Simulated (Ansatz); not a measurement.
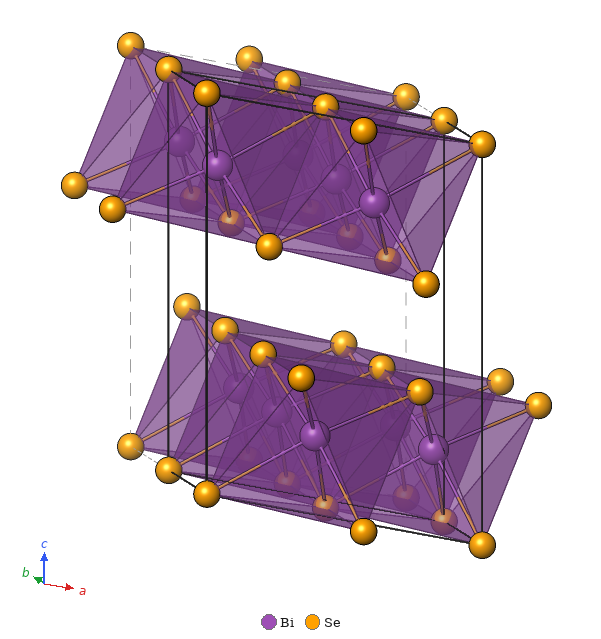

We look at a polyhedral model of the crystal slightly off an axis. The solid frame is a single conventional unit cell within a 1×2×1 block. Some atoms of the next cells are drawn as well.

Bi2Se3, space group C2/m (No. 12), a = 7.23 Å, b = 4.19 Å, c = 10.13 Å, α = 90.00°, β = 102.21°, γ = 90.00°.

Method used: DFT PBE, scalar-relativistic, plane waves, PAW in Ansatz. It ran with wavefunction cutoff 420 eV, k-points about 0.29 Å⁻¹ apart, Gaussian smearing of 0.02 eV, no spin polarisation.

**Predict the gap.**

A semiconductor at this level, with a gap of 0.40 eV on the k-mesh (the true edges may lie between mesh points, so the gap can be somewhat smaller).

The starting point was a structure listed in the Materials Project. The cell was then strained or its atoms displaced on purpose. The atoms were relaxed in a fixed cell with DFT PBE, scalar-relativistic, plane waves, PAW (Ansatz).
